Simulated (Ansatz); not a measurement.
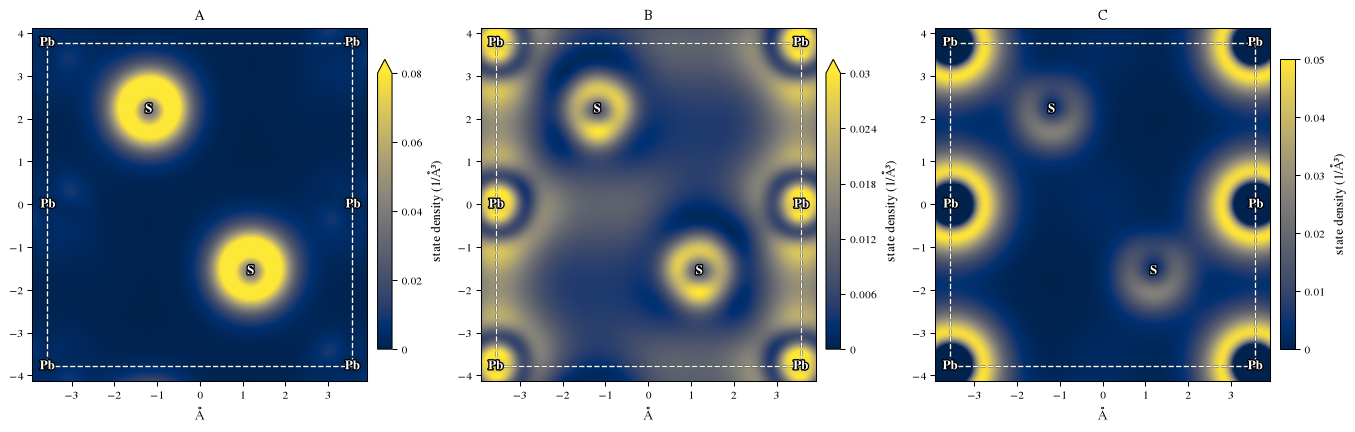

PbS: densities of the states in three energy windows, on the (100) plane of the conventional cell.

Space group Cmc2_1. Spin-orbit coupling, left out here, splits and shifts the levels of such heavy elements, by tenths of an eV up to several eV. The cell comes from a database of computed structures, not from a measurement.

All numbers below come from DFT PBE, scalar-relativistic, plane waves, PAW in Ansatz.

In a PAW calculation such maps are meaningful between the atoms, not at the nuclei.

```xyz
8
Lattice="-4.1139 0.0000 0.0000 0.0000 7.1317 0.0000 0.0000 0.0000 -7.5599" Properties=species:S:1:pos:R:3 pbc="T T T"
Pb   -2.0569    3.5585   -3.8803
Pb    0.0000    7.1243   -3.8803
Pb   -2.0569    3.5732   -0.1003
Pb    0.0000    0.0073   -0.1003
S    -2.0569    5.9396   -2.3249
S     0.0000    2.3738   -2.3249
S    -2.0569    1.1921   -6.1049
S     0.0000    4.7579   -6.1049
```

**Match the panels to the energy ranges (zero at the valence-band maximum): −13.2 to −11.6 eV, −8.5 to −6.2 eV and +0.6 to +1.2 eV.**

Panel A: −13.2 to −11.6 eV, a separate group of bands, mainly S 3s (75 %) and Pb 6p (15 %).
Panel B: +0.6 to +1.2 eV, the bottom of the conduction band, mainly Pb 6p (75 %) and S 3s (15 %).
Panel C: −8.5 to −6.2 eV, a separate group of bands, mainly Pb 6s (70 %), S 3p (15 %) and S 3s (10 %).
The characters are Löwdin shares on a minimal set of atomic orbitals.

Cost of the run: 16 s on 1 thread of Arm Neoverse V1 (shared host), peak memory 0.41 GiB.
